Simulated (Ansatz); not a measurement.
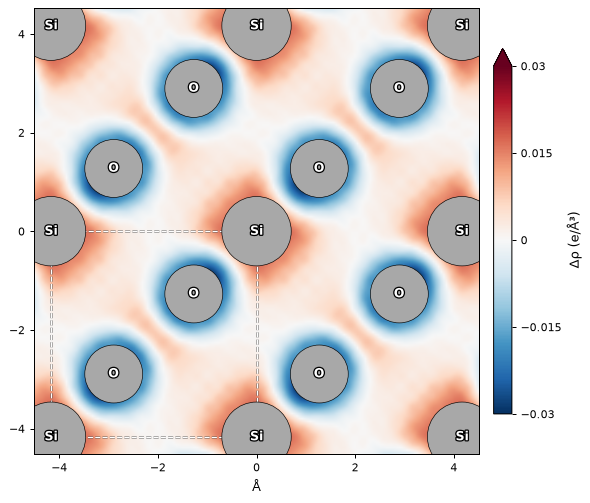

SiO2. Difference of the valence pseudo-densities of two functionals at the same geometry, on the (001) plane of the calculation cell: PBE less r2SCAN.

Both computed with Ansatz (plane waves, PAW), on the same k-point mesh. Grey discs cover the atomic cores.

```
Si O
1.0
     4.16670    0.00000    0.00000
     0.00000    4.16670    0.00000
     0.00000    0.00000    2.66450
Si O
2 4
Cartesian
  0.0000 0.0000 0.0000
  2.0833 2.0833 1.3322
  1.2719 1.2719 0.0000
  0.8114 3.3553 1.3322
  2.8948 2.8948 0.0000
  3.3553 0.8114 1.3322
```

What does the difference map show?

Against r2SCAN, PBE gives more density around Si (+0.006 e/Å³ on average at 0.9 Å from the nucleus), less density around O (−0.014 e/Å³ on average at 0.7 Å from the nucleus), more density in the space between the atoms (+0.002 e/Å³ on average) and a change of −0.006 e/Å³ at the midpoint of Si–O.
